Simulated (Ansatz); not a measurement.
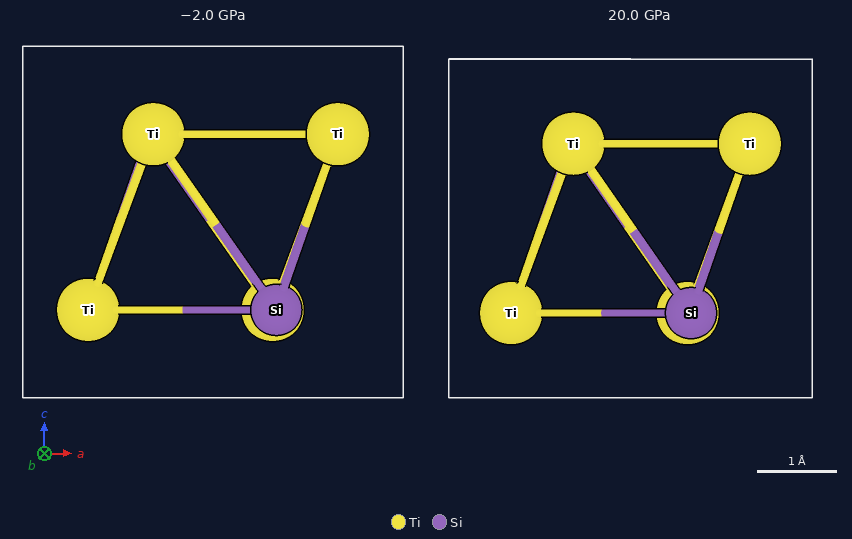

Crystalline Ti$_{3}$Si (set up in P6_3/mmc), relaxed (cell and atoms) at several target pressures. The picture shows the first and the last member. A ball-and-stick model of the cell of the calculation, seen along the b axis.

Computed with Ansatz 0.2.0: DFT PBEsol, scalar-relativistic, plane waves, PAW. Set-up: plane-wave cutoff 420 eV; k-point mesh 6 × 6 × 8; occupations gaussian; smearing width 0.1 eV; no spin polarisation; cell and atoms relaxed; force threshold 0.008 eV/Å.

```json
{"pressure (GPa)": "−2.0", "volume (Å³/atom)": "15.315", "a (Å)": "5.612", "c (Å)": "4.492"}
{"pressure (GPa)": "0.0", "volume (Å³/atom)": "15.098", "a (Å)": "5.584", "c (Å)": "4.473"}
{"pressure (GPa)": "2.0", "volume (Å³/atom)": "?", "a (Å)": "?", "c (Å)": "?"}
{"pressure (GPa)": "5.0", "volume (Å³/atom)": "14.613", "a (Å)": "5.520", "c (Å)": "4.430"}
{"pressure (GPa)": "10.0", "volume (Å³/atom)": "14.192", "a (Å)": "5.463", "c (Å)": "4.393"}
{"pressure (GPa)": "20.0", "volume (Å³/atom)": "13.473", "a (Å)": "5.361", "c (Å)": "4.330"}
```

Estimate the missing row from the others, and compare with the calculation.

Murnaghan's form V = V₀(1 + B′P/B₀)^(−1/B′), with V₀ = 15.098 Å³ from the row at zero pressure, fits the other rows with B₀ = 146 GPa and B′ = 3.22 (largest miss 0.005 Å³). At 2.0 GPa it gives 15.098 × (1 + 3.22 × 2.0/146)^(−1/3.22) = 14.897 Å³ per atom. The calculation gives 14.894 Å³/atom (a = 5.557 Å, c = 4.455 Å). The estimate is 0.003 Å³/atom too high. From the first member to the last: Ti–Ti 2.889 → 2.757 Å, Si–Ti 2.806 → 2.681 Å, Ti–Ti 2.723 → 2.604 Å.

The whole series:

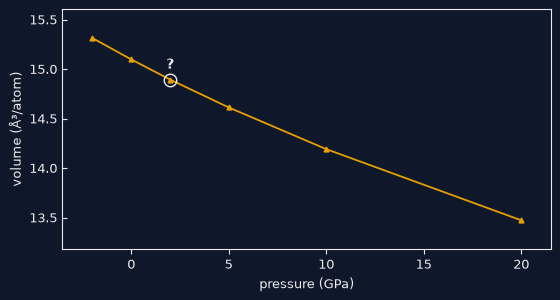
